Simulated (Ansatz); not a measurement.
# Geometry relaxation of HfSiO₄ (part 2 of 2)

The same run, continued: HfSiO₄ (P-4m2, 6 atoms in the cell); DFT, r2SCAN, plane waves, PAW, no spin polarisation (Ansatz 0.2.0); cutoff 500 eV, 8×8×4 k-mesh, Fermi–Dirac smearing of 0.02 eV. The structure was built on a prototype by a generator; it need not be a known phase. The geometry comes from this level: PBE.

Geometry of the input (Å; fractional positions):
```
3.3161  0.0000  0.0000
0.0000  3.3161  0.0000
0.0000  0.0000  5.7690
Hf 0.5000  0.5000  0.5000
Si 0.0000  0.0000  0.0000
O  0.5000  0.0000  0.6754
O  0.0000  0.5000  0.8776
O  0.0000  0.5000  0.3246
O  0.5000  0.0000  0.1224
```

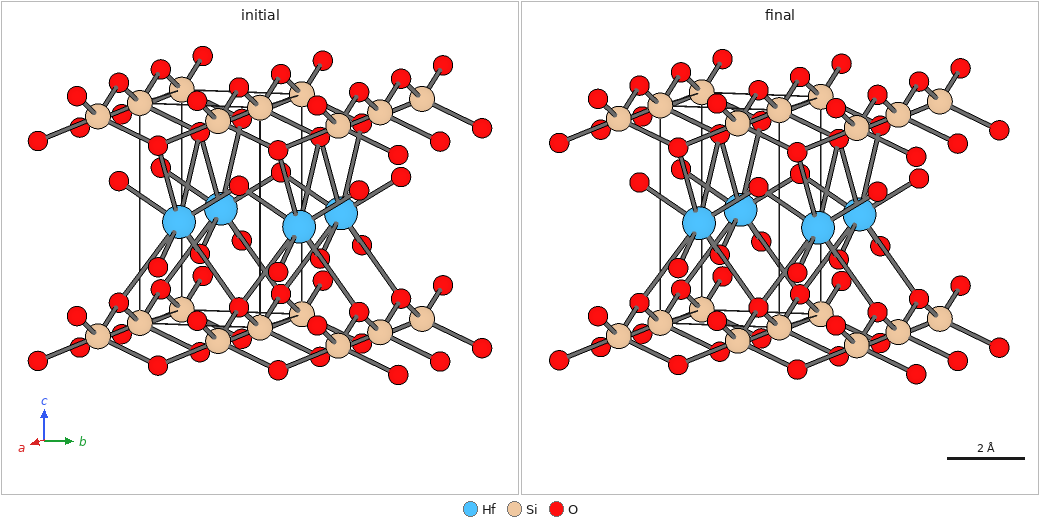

Figure 1. Before (left) and after (right) the relaxation, at one scale (ball-and-stick view of the cell of the calculation, repeated 2 × 2 × 1, with bonded neighbours outside it, seen slightly off an axis). The largest moves relative to the cell, 0.005 Å, are those of O3 and O5. Hf and Si stay in place. The drawn cell changes as follows: a = b 3.316 → 3.286 Å (−0.9 %), c 5.769 → 5.700 Å (−1.2 %); the volume changes by −3.0 %. Distances before and after: Hf1–O4 2.738 → 2.709 Å, Si2–O4 1.802 → 1.784 Å, Hf1–O3 1.943 → 1.926 Å. The space group stays P-4m2 (No. 115). Over 5 geometry steps the energy falls by 6.6 meV per atom. Largest force component: 0.31 eV/Å at the start, 0.0004 eV/Å at the end. Pressure: −6.63 GPa at the start and 0.02 GPa at the end. A last SCF at the same geometry on a re-selected plane-wave basis shifts the energy by +0.2 meV per atom. (Atoms are counted from 1 in the order of the input.)

```
basis re-selected at this cell: Δ(F+E_penalty+E_count) = +1.063e-3 eV, ΔP = +0.020 GPa vs the last step (what re-selecting the basis moved, of the pressure what is left beyond the Pulay correction that the steps carried, after the strain that the cell walked since its last selection, with what the two solves' SCF thresholds leave and, on support functions, any second-order correction that the steps lacked; it is no measure of the basis error at this ecutwfc). The dense FFT grid was sized anew with the basis: this SCF ran on 24×24×45 points, the steps before it on 25×25×45, so part of this shift can come from that change (see relax.cell in the input reference). This SCF's stress stands 2.44e-2 GPa from its target on what of the cell is left free (relax.cell.stress_tol is 5.00e-2 GPa) and its largest allowed force component is 3.95e-4 eV/Å (relax.f_tol is 5.00e-3 eV/Å): within both
SCF converged after 6 iterations
Free energy (F): -18652.934831 eV
Harris-Foulkes:  -18652.934831 eV  (|F-HF|=0.00e0)
Internal energy: -18652.934831 eV  (E = F + TS)
E sigma→0 (E₀):  -18652.934831 eV
Fermi energy:    12.743343 eV
--- Per-component energies (eV) ---
  E_band       = -59.066327
  E_kinetic    = 1181.500877
  E_local      = -7908.924479  (includes V_loc(G=0)·N_el)
  E_nonlocal   = -1036.087852
  E_hartree    = 3582.682804
  E_xc         = -631.487786
  E_vxc        = -770.781436  (∫ρ·V_xc dr)
  E_paw        = -8114.572891  (= ΣΔE_a)
  E_vpaw       = 1265.815611  (= ΣTr[D̂ρ^β])
  E_aug_tail   = 0.004162  (compensation charges beyond the density's cutoff)
  E_vtau       = 44.041086  (kinetic-family band-sum trace: ∫τ·v_τ [+ j·A + Jᵃ·Aᵃ] dr)
  E_ewald      = -5726.166991
  E_core_change = 0.117325  (= ΣΔE_core)
  E_smearing   = -0.000000  (= −TS)
  E_closure    = -0.000000  (closes the sum)
  Σ components = -18652.934831   (vs F -18652.934831, Δ=0.00e0)
--- Forces (eV/Å), atoms counted from 1 ---
  atom   1  Hf    -0.00000000     0.00000000     0.00000000
  atom   2  Si     0.00000000     0.00000000    -0.00000000
  atom   3  O      0.00000000     0.00000000     0.00039484
  atom   4  O     -0.00000000     0.00000000     0.00009960
  atom   5  O      0.00000000     0.00000000    -0.00039484
  atom   6  O     -0.00000000     0.00000000    -0.00009960
  max |Σ_I F_I| component: 1.39e-16 eV/Å
--- Stress (GPa, compression-positive) ---
        0.024408       0.000000      -0.000000
        0.000000       0.024408       0.000000
       -0.000000       0.000000       0.018385
  P = ⅓ Tr σ = 0.0224 GPa (0.224 kbar)
--- Band table (eV; the first three rows and the last of 45) ---
  k-point 0: bands = ["-50.3156", "-18.7598", "-18.4072", "-18.4072", "-9.3339", "-7.0640", "-6.8218", "-6.3300", "1.3661", "1.3661", "1.4230", "1.4230", "1.4261", "1.4304", "1.4962", "5.4620", "5.4620", "5.9220", "6.4100", "7.4566", "7.4566", "8.3160", "9.3739", "9.3739", "10.5353", "10.8752", "10.8752", "14.3504", "17.8042", "18.0295", "18.4992", "19.6279", "19.6868"]
  k-point 1: bands = ["-50.3156", "-18.7616", "-18.4072", "-18.4072", "-9.2077", "-7.4995", "-6.5711", "-6.2896", "1.3661", "1.3661", "1.4235", "1.4235", "1.4281", "1.4304", "1.4882", "5.3825", "5.3825", "6.1020", "6.8461", "7.7057", "7.7057", "7.9387", "9.1723", "9.1723", "9.8911", "10.8989", "10.8989", "14.8277", "17.3520", "17.8079", "19.1477", "19.3672", "20.4734"]
  k-point 2: bands = ["-50.3156", "-18.7635", "-18.4072", "-18.4072", "-9.0428", "-7.8201", "-6.4836", "-6.2395", "1.3661", "1.3661", "1.4241", "1.4241", "1.4304", "1.4314", "1.4788", "5.3123", "5.3123", "6.4656", "7.4098", "7.4410", "8.0303", "8.0303", "8.8884", "8.8884", "9.1190", "10.9201", "10.9201", "15.4086", "16.6956", "17.8117", "19.3454", "19.9855", "20.6727"]
  k-point 44: bands = ["-50.2777", "-19.0752", "-19.0752", "-18.4818", "-7.5138", "-7.5138", "-5.9445", "-5.9445", "1.2908", "1.2957", "1.3689", "1.3689", "1.3867", "1.4608", "1.4608", "1.7991", "4.8509", "6.6903", "7.1356", "7.5172", "7.5172", "8.1619", "9.4036", "9.6799", "9.8854", "9.8854", "11.1353", "17.6512", "17.6512", "17.9053", "18.1873", "21.0386", "21.2207"]
--- Relaxed structure (6 steps of the walk, 6 accepted, 1 SCFs on fresh bases) ---
  F+E_penalty+E_count = -18652.93483124 eV   max|allowed force component| = 3.948e-4 eV/Å   (the final SCF, on the basis selected at the relaxed cell)
  cell:  # Å, volume = 61.5413 Å³
    - [3.285692862556157, 0.0, 7.206028672301619e-33]
    - [0.0, 3.285692862556157, 0.0]
    - [1.2536232168788647e-32, 0.0, 5.700495965898713]
  atoms:
    - { symbol: Hf, position: [0.5, 0.5, 0.49999999999999994] }
    - { symbol: Si, position: [2.1549309223084566e-33, 0.0, 1.879357570794795e-20] }
    - { symbol: O, position: [0.5, 0.0, 0.676371335576534] }
    - { symbol: O, position: [4.3618899353857295e-33, 0.5, 0.877957338915912] }
    - { symbol: O, position: [-1.6818382829920035e-34, 0.5, 0.32362866442346605] }
    - { symbol: O, position: [0.5, 0.0, 0.12204266108408797] }
```

## File rho_z.tsv
```
# z_ang	rho[e/angstrom^3]
# format = ansatz-planar-average/11
# lattice	3.285692863	0.000000000	0.000000000
# lattice	0.000000000	3.285692863	0.000000000
# lattice	0.000000000	0.000000000	5.700495966
# sites	6
# site	72	1.642846431	1.642846431	2.850247983
# site	14	0.000000000	0.000000000	0.000000000
# site	8	1.642846431	0.000000000	3.855652070
# site	8	0.000000000	1.642846431	5.004792269
# site	8	0.000000000	1.642846431	1.844843896
# site	8	1.642846431	0.000000000	0.695703697
0.000000	3.833240e-1
0.126678	4.101947e-1
0.253355	4.880558e-1
0.380033	5.957402e-1
0.506711	6.929647e-1
0.633388	7.442191e-1
0.760066	7.352690e-1
0.886744	6.702790e-1
1.013422	5.706805e-1
1.140099	4.779925e-1
1.266777	4.378219e-1
1.393455	4.717399e-1
1.520132	5.605663e-1
1.646810	6.614024e-1
1.773488	7.359284e-1
1.900165	7.718795e-1
2.026843	7.905959e-1
2.153521	8.461077e-1
2.280198	1.012474e0
2.406876	1.337856e0
2.533554	1.788202e0
2.660231	2.235331e0
2.786909	2.515881e0
2.913587	2.515881e0
3.040265	2.235331e0
3.166942	1.788202e0
3.293620	1.337856e0
3.420298	1.012474e0
3.546975	8.461077e-1
3.673653	7.905959e-1
3.800331	7.718795e-1
3.927008	7.359284e-1
4.053686	6.614024e-1
4.180364	5.605663e-1
4.307041	4.717399e-1
4.433719	4.378219e-1
4.560397	4.779925e-1
4.687074	5.706805e-1
4.813752	6.702790e-1
4.940430	7.352690e-1
5.067108	7.442191e-1
5.193785	6.929647e-1
5.320463	5.957402e-1
5.447141	4.880558e-1
5.573818	4.101947e-1
```

## File v_z.tsv
```
# z_ang	v_es[eV]	v_tot[eV]
# format = ansatz-planar-average/11
# xc	r2scan
# density_cutoff_ev	2000
# datasets	Hf=:simpson_from_first_knot:soft:shift=0	Si=:simpson_from_first_knot:soft:shift=0	O=:simpson_from_first_knot:soft:shift=0
# lattice	3.285692863	0.000000000	0.000000000
# lattice	0.000000000	3.285692863	0.000000000
# lattice	0.000000000	0.000000000	5.700495966
# sites	6
# site	72	1.642846431	1.642846431	2.850247983
# site	14	0.000000000	0.000000000	0.000000000
# site	8	1.642846431	0.000000000	3.855652070
# site	8	0.000000000	1.642846431	5.004792269
# site	8	0.000000000	1.642846431	1.844843896
# site	8	1.642846431	0.000000000	0.695703697
0.000000	3.234983e0	-9.102539e0
0.126678	2.888969e0	-9.452708e0
0.253355	2.636066e0	-9.583635e0
0.380033	2.972780e0	-9.203948e0
0.506711	3.849051e0	-8.278748e0
0.633388	5.249351e0	-6.692642e0
0.760066	6.980652e0	-4.786224e0
0.886744	8.758967e0	-2.809993e0
1.013422	1.050214e1	-1.003926e0
1.140099	1.196834e1	5.412889e-1
1.266777	1.258240e1	1.224724e0
1.393455	1.226194e1	8.591527e-1
1.520132	1.107947e1	-4.095989e-1
1.646810	9.585619e0	-1.965188e0
1.773488	8.135646e0	-3.386183e0
1.900165	6.817874e0	-4.809318e0
2.026843	5.623836e0	-6.397806e0
2.153521	4.559257e0	-7.881827e0
2.280198	3.725255e0	-9.059772e0
2.406876	3.302775e0	-9.794868e0
2.533554	3.091068e0	-1.022030e1
2.660231	2.670592e0	-1.087761e1
2.786909	2.391561e0	-1.130878e1
2.913587	2.391561e0	-1.130878e1
3.040265	2.670592e0	-1.087761e1
3.166942	3.091068e0	-1.022030e1
3.293620	3.302775e0	-9.794868e0
3.420298	3.725255e0	-9.059772e0
3.546975	4.559257e0	-7.881827e0
3.673653	5.623836e0	-6.397806e0
3.800331	6.817874e0	-4.809318e0
3.927008	8.135646e0	-3.386183e0
4.053686	9.585619e0	-1.965188e0
4.180364	1.107947e1	-4.095989e-1
4.307041	1.226194e1	8.591527e-1
4.433719	1.258240e1	1.224724e0
4.560397	1.196834e1	5.412889e-1
4.687074	1.050214e1	-1.003926e0
4.813752	8.758967e0	-2.809993e0
4.940430	6.980652e0	-4.786224e0
5.067108	5.249351e0	-6.692642e0
5.193785	3.849051e0	-8.278748e0
5.320463	2.972780e0	-9.203948e0
5.447141	2.636066e0	-9.583635e0
5.573818	2.888969e0	-9.452708e0
```

## Trajectory as extended XYZ (Å, eV, eV/Å), 7 frames, from step=1 to step=7
```
6
Lattice="3.3161 0.0000 0.0000 0.0000 3.3161 0.0000 0.0000 0.0000 5.7690" Properties=species:S:1:pos:R:3:forces:R:3 step=1 energy=-18652.89654 pressure_GPa=-6.63
Hf    1.6581    1.6581    2.8845    0.0000   0.0000   0.0000
Si    0.0000    0.0000    0.0000    0.0000   0.0000   0.0000
O     1.6581    0.0000    3.8966    0.0000   0.0000  -0.3108
O     0.0000    1.6581    5.0630    0.0000   0.0000   0.2091
O     0.0000    1.6581    1.8724    0.0000   0.0000   0.3108
O     1.6581    0.0000    0.7060    0.0000   0.0000  -0.2091
6
Lattice="3.2936 0.0000 0.0000 0.0000 3.2936 0.0000 0.0000 0.0000 5.6878" Properties=species:S:1:pos:R:3:forces:R:3 step=2 energy=-18652.93280 pressure_GPa=-0.95
Hf    1.6468    1.6468    2.8439    0.0000   0.0000   0.0000
Si    0.0000    0.0000    0.0000    0.0000   0.0000   0.0000
O     1.6468    0.0000    3.8439    0.0000   0.0000   0.0920
O     0.0000    1.6468    4.9800    0.0000   0.0000   0.1644
O     0.0000    1.6468    1.8439    0.0000   0.0000  -0.0920
O     1.6468    0.0000    0.7078    0.0000   0.0000  -0.1644
6
Lattice="3.2894 0.0000 0.0000 0.0000 3.2894 0.0000 0.0000 0.0000 5.6663" Properties=species:S:1:pos:R:3:forces:R:3 step=3 energy=-18652.93562 pressure_GPa=-0.02
Hf    1.6447    1.6447    2.8331    0.0000   0.0000   0.0000
Si    0.0000    0.0000    0.0000    0.0000   0.0000   0.0000
O     1.6447    0.0000    3.8374    0.0000   0.0000  -0.0074
O     0.0000    1.6447    4.9655    0.0000   0.0000   0.0204
O     0.0000    1.6447    1.8288    0.0000   0.0000   0.0074
O     1.6447    0.0000    0.7008    0.0000   0.0000  -0.0204
6
Lattice="3.2888 0.0000 0.0000 0.0000 3.2888 0.0000 0.0000 0.0000 5.6733" Properties=species:S:1:pos:R:3:forces:R:3 step=4 energy=-18652.93572 pressure_GPa=-0.07
Hf    1.6444    1.6444    2.8367    0.0000   0.0000   0.0000
Si    0.0000    0.0000    0.0000    0.0000   0.0000   0.0000
O     1.6444    0.0000    3.8416    0.0000   0.0000  -0.0135
O     0.0000    1.6444    4.9733    0.0000   0.0000   0.0185
O     0.0000    1.6444    1.8318    0.0000   0.0000   0.0135
O     1.6444    0.0000    0.7000    0.0000   0.0000  -0.0185
6
Lattice="3.2863 0.0000 0.0000 0.0000 3.2863 0.0000 0.0000 0.0000 5.6966" Properties=species:S:1:pos:R:3:forces:R:3 step=5 energy=-18652.93590 pressure_GPa=-0.03
Hf    1.6431    1.6431    2.8483    0.0000   0.0000   0.0000
Si    0.0000    0.0000    0.0000    0.0000   0.0000   0.0000
O     1.6431    0.0000    3.8537    0.0000   0.0000  -0.0055
O     0.0000    1.6431    5.0004    0.0000   0.0000   0.0008
O     0.0000    1.6431    1.8429    0.0000   0.0000   0.0055
O     1.6431    0.0000    0.6962    0.0000   0.0000  -0.0008
6
Lattice="3.2857 0.0000 0.0000 0.0000 3.2857 0.0000 0.0000 0.0000 5.7005" Properties=species:S:1:pos:R:3:forces:R:3 step=6 energy=-18652.93589 pressure_GPa=0.00
Hf    1.6428    1.6428    2.8502    0.0000   0.0000   0.0000
Si    0.0000    0.0000    0.0000    0.0000   0.0000   0.0000
O     1.6428    0.0000    3.8557    0.0000   0.0000   0.0000
O     0.0000    1.6428    5.0048    0.0000   0.0000   0.0003
O     0.0000    1.6428    1.8448    0.0000   0.0000   0.0000
O     1.6428    0.0000    0.6957    0.0000   0.0000  -0.0003
6
Lattice="3.2857 0.0000 0.0000 0.0000 3.2857 0.0000 0.0000 0.0000 5.7005" Properties=species:S:1:pos:R:3:forces:R:3 step=7 energy=-18652.93483 pressure_GPa=0.02
Hf    1.6428    1.6428    2.8502    0.0000   0.0000   0.0000
Si    0.0000    0.0000    0.0000    0.0000   0.0000   0.0000
O     1.6428    0.0000    3.8557    0.0000   0.0000   0.0004
O     0.0000    1.6428    5.0048    0.0000   0.0000   0.0001
O     0.0000    1.6428    1.8448    0.0000   0.0000  -0.0004
O     1.6428    0.0000    0.6957    0.0000   0.0000  -0.0001
```

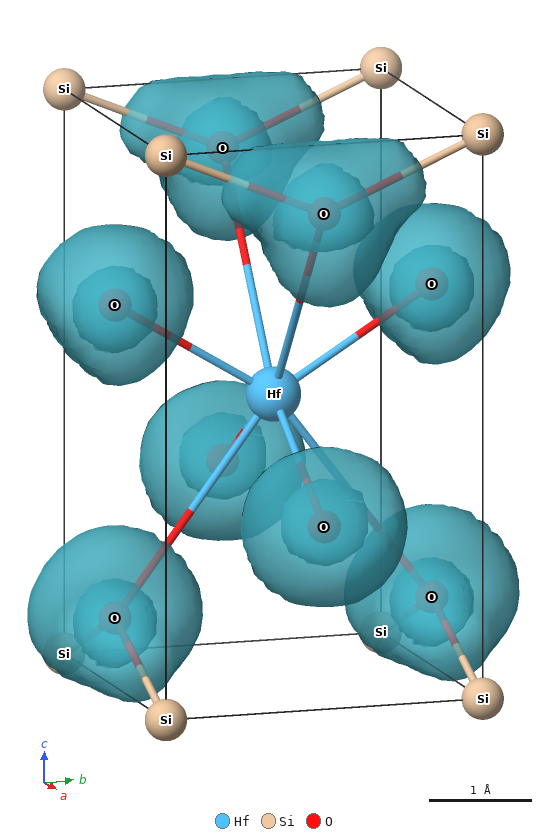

Figure 2. Isosurface of the electron localisation function at 0.75 (cyan), seen slightly off an axis. Core shells and regions of very low density are left out. Sticks mark near contacts. The outline is the cell set on symmetry axes. Along the contacts the grid gives the following. Hf–O (1.93 Å): the ELF peaks at about 0.80 in the valence shell of O, 0.6 Å from its nucleus, and drops to about 0.20 between the two atoms. In a PAW calculation such maps are meaningful between the atoms, not at the nuclei.

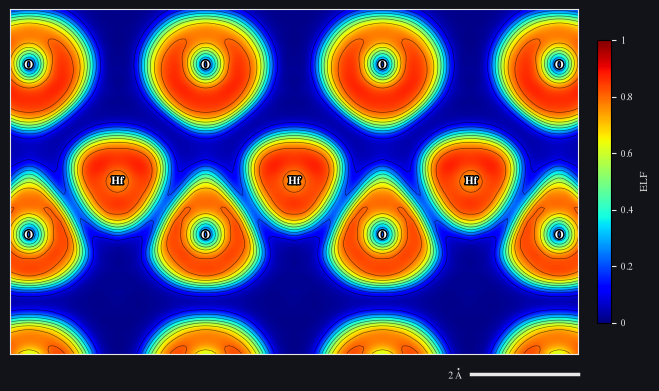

Figure 3. ELF on the (010) plane of the conventional cell. Atoms in the plane: Hf and O. Hf–O (1.93 Å): the ELF peaks at about 0.80 in the valence shell of O, 0.6 Å from its nucleus, and drops to about 0.20 between the two atoms. The strong features right at Hf lie inside the PAW spheres (semicore, d or f shells) and say nothing about bonding.

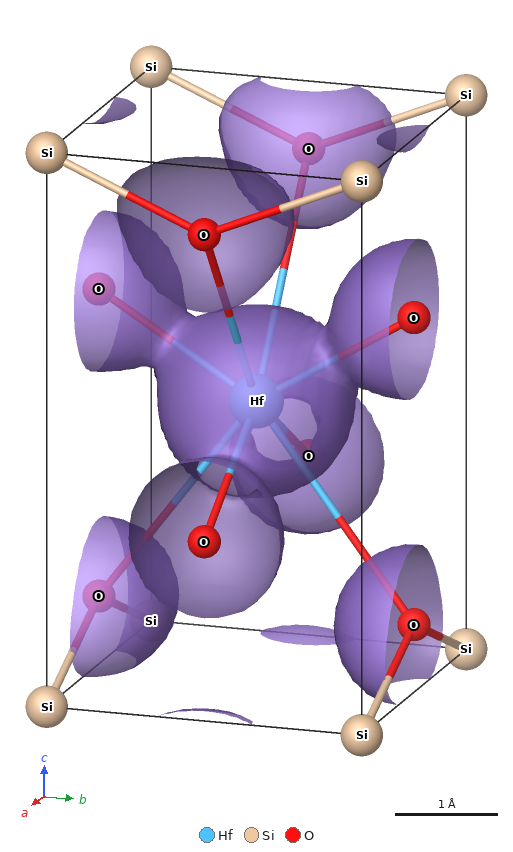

Figure 4. Isosurface of the valence charge density (pseudo) at 0.8 e/Å³ (purple), seen slightly off an axis. Sticks mark near contacts. The outline is the cell set on symmetry axes. At this value the density is joined into sheets; it holds about 80 % of the electrons treated as valence (semicore included). It is pinched off along the Si–O (1.78 Å) contacts. On the grid the lowest density along these lines, outside the cores, is 0.68 e/Å³ (Si–O, 1.78 Å) and 1.1 e/Å³ (Hf–O, 1.93 Å).

## Key numbers

```csv
quantity,value
outcome,converged
space group (tolerance 0.01 Å),P-4m2 (115)
electrons treated,54
free energy,−18652.9348 eV
Fermi energy,12.743 eV
gap on the k-point mesh,3.22 eV
pressure,0.02 GPa
final volume,61.54 Å³
largest force (length of the vector) at the end,under 0.001 eV/Å
final cell,"a = 3.286 Å, b = 3.286 Å, c = 5.700 Å, α = 90.00°, β = 90.00°, γ = 90.00°"
wall time,41 s (CPU time 2.6 min)
peak memory,0.53 GiB
```

## Remarks

Spin–orbit coupling is left out, which matters for Hf.
